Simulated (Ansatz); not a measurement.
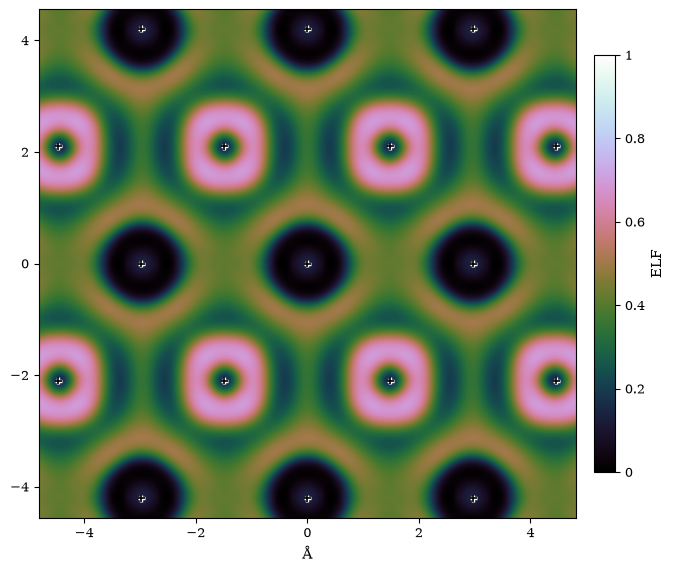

The electron localisation function on a plane through atoms (crosses mark nuclei in the plane).

The calculation used DFT PBEsol, scalar-relativistic, plane waves, PAW in Ansatz 0.2.0.

Candidates:
A. AlRu, a = 2.98 Å, b = 2.98 Å, c = 2.98 Å, α = 90.00°, β = 90.00°, γ = 90.00°. Space group Pm-3m; computed without spin polarisation.
B. Ru (slab), a = 2.69 Å, b = 2.69 Å, c = 27.76 Å, α = 90.00°, β = 90.00°, γ = 120.00°. Not relaxed (largest force 0.8 eV/Å); computed without spin polarisation.

**Which system is this?**

Candidate A: AlRu on the (110) plane of the conventional cell, which holds Al and Ru. Al–Ru (2.58 Å): the ELF is about 0.40 at the midpoint.
